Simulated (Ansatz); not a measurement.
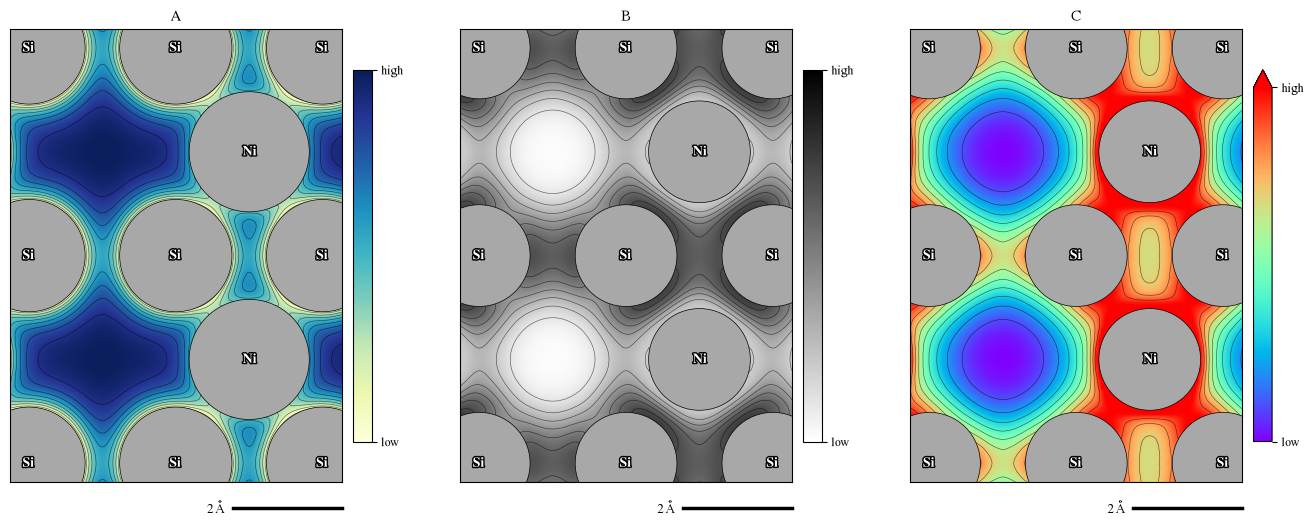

Si₂Ni: 3 fields on the (011) plane of the conventional cell, with unlabelled colour scales. Grey discs cover the atomic cores.

Space group Fm-3m; computed without spin polarisation.

These are results of Ansatz 0.2.0, DFT PBEsol, scalar-relativistic, plane waves, PAW, not measurements.

```cif
data_structure
_symmetry_space_group_name_H-M 'P 1'
_symmetry_Int_Tables_number 1
_cell_length_a 5.3876
_cell_length_b 5.3876
_cell_length_c 5.3876
_cell_angle_alpha 90.000
_cell_angle_beta 90.000
_cell_angle_gamma 90.000
_cell_volume 156.38
loop_
_atom_site_label
_atom_site_type_symbol
_atom_site_fract_x
_atom_site_fract_y
_atom_site_fract_z
_atom_site_occupancy
Si1 Si 0.25000 0.25000 0.25000 1
Si2 Si 0.75000 0.75000 0.25000 1
Si3 Si 0.75000 0.25000 0.75000 1
Si4 Si 0.25000 0.75000 0.75000 1
Si5 Si 0.75000 0.25000 0.25000 1
Si6 Si 0.25000 0.75000 0.25000 1
Si7 Si 0.25000 0.25000 0.75000 1
Si8 Si 0.75000 0.75000 0.75000 1
Ni1 Ni 0.00000 0.00000 0.00000 1
Ni2 Ni 0.50000 0.50000 0.00000 1
Ni3 Ni 0.50000 0.00000 0.50000 1
Ni4 Ni 0.00000 0.50000 0.50000 1
```

The panels show electron localisation function, electrostatic potential energy of an electron and valence pseudo-density in some order. Assign them.

Answer. Panel A: electrostatic potential energy of an electron (low next to the atoms, rising into the space between them). Panel B: electron localisation function. Panel C: valence pseudo-density. From the grid: Si–Ni (2.33 Å): ρ at the midpoint is about 0.48 e/Å³; the ELF peaks at about 0.75 in the valence shell of Si, 0.9 Å from its nucleus, and is about 0.50 at the midpoint.
